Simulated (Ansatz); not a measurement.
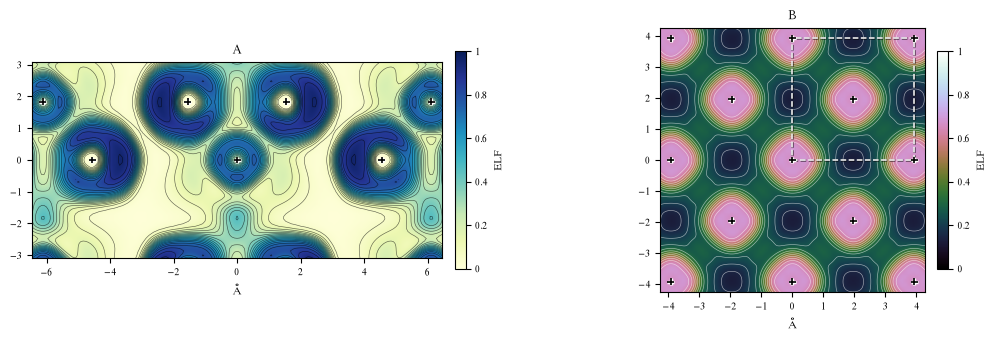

The electron localisation function of 2 systems, each on a plane through atoms (crosses mark nuclei in the plane).

Level of theory: DFT PBE, spin-orbit coupling, plane waves, PAW (Ansatz 0.2.0).

System 1: Pt, the (100) plane of the conventional cell. Space group Fm-3m.

```
CELL_PARAMETERS angstrom
3.92180 0.00000 0.00000
0.00000 3.92180 0.00000
0.00000 0.00000 3.92180
ATOMIC_POSITIONS crystal
Pt 0.00000 0.00000 0.00000
Pt 0.50000 0.50000 0.00000
Pt 0.50000 0.00000 0.50000
Pt 0.00000 0.50000 0.50000
```

System 2: MoS$_{2}$, the (110) plane of the conventional cell. Space group P6₃/mmc.

```yaml
crystal:
  lattice:
    - [3.16464, 0.00000, 0.00000]
    - [-1.58232, 2.74066, 0.00000]
    - [0.00000, 0.00000, 12.23258]
  atoms:
    - { symbol: Mo, position: [0.33333, 0.66667, 0.25000] }
    - { symbol: Mo, position: [0.66667, 0.33333, 0.75000] }
    - { symbol: S, position: [0.33333, 0.66667, 0.62278] }
    - { symbol: S, position: [0.66667, 0.33333, 0.12278] }
    - { symbol: S, position: [0.33333, 0.66667, 0.87722] }
    - { symbol: S, position: [0.66667, 0.33333, 0.37722] }
```

Which map belongs to which system?

Panel A is system 2, MoS$_{2}$: the plane holds Mo and S. Mo–S (2.40 Å): the ELF peaks at about 0.85 in the valence shell of S, 0.8 Å from its nucleus, and is about 0.45 at the midpoint. Panel B is system 1, Pt: the plane holds Pt. Pt–Pt (2.77 Å): the ELF is about 0.30 at the midpoint (no localised pair shows between them).
